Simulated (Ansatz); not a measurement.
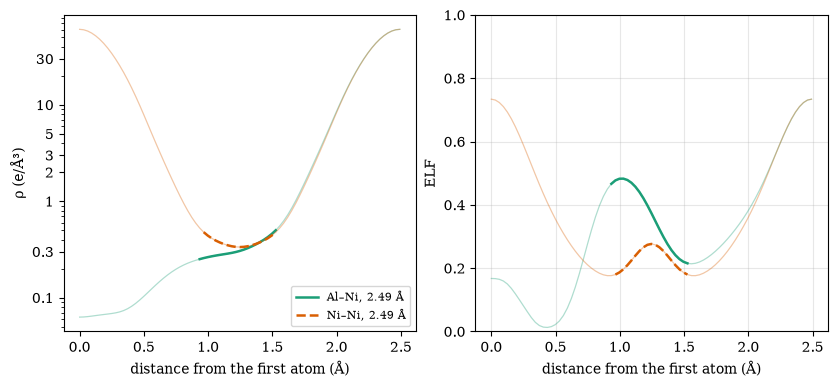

AlNi$_{3}$. Valence pseudo-density and electron localisation function along straight lines between neighbouring atoms. Thin, pale parts lie inside the atomic spheres.

Space group Pm-3m; a structure from a database of computed crystals, not necessarily the ambient phase; computed pressure about 12 GPa in this cell; spin-polarised.

The calculation used Ansatz, Kohn-Sham DFT of a periodic cell, RPBE, Ansatz PAW.

Core electrons are frozen (PAW), and the valence fields are smoothed inside the atomic spheres.

### Compare the contacts.

Al–Ni (2.49 Å): the density is about 0.3 e/Å³ at the midpoint; the ELF is about 0.35 at the midpoint.
Ni–Ni (2.49 Å): the density is about 0.33 e/Å³ at the midpoint; the ELF is about 0.30 at the midpoint: no localised pair shows between them.
